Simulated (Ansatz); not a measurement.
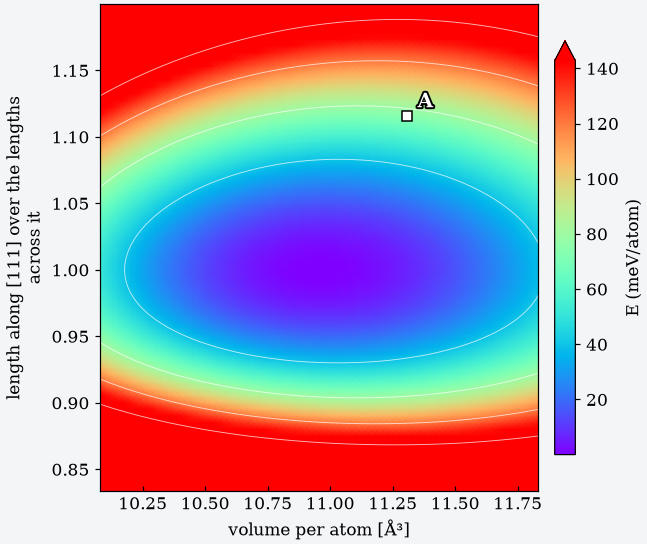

AlNi₃ (Fm-3m, No. 225; 4 atoms in the cell). The energy is mapped over volume and the cell's shape. The first coordinate is: volume per atom; the second: length along [111] over the lengths across it, relative to the cubic cell. Nothing is relaxed (fractional coordinates fixed). The scan uses an 11 × 11 grid. Points are written as (first, second). All energies are given in meV/atom relative to the lowest grid point. The runs have no spin polarisation; a magnetic state may lie lower. These are results of Ansatz, DFT PBEsol, scalar-relativistic, plane waves, PAW, not measurements. Settings: cutoff 520 eV, k-mesh 14×14×14, gaussian smearing 0.15 eV, no spin polarisation.

In the figure: a smooth colour map with a few white contour lines, one colour for all values above the top of the scale, the point A. Between grid points the surface is interpolated.

> Is A at rest? If not, where is it pushed?

A, at (11.307 Å³, 1.115), is not a stationary point. The computed force is 22 meV/atom for each Å³ towards smaller values of volume per atom and 1000 meV/atom for each unit towards smaller values of the second coordinate.

PAW datasets: the set soft_1.
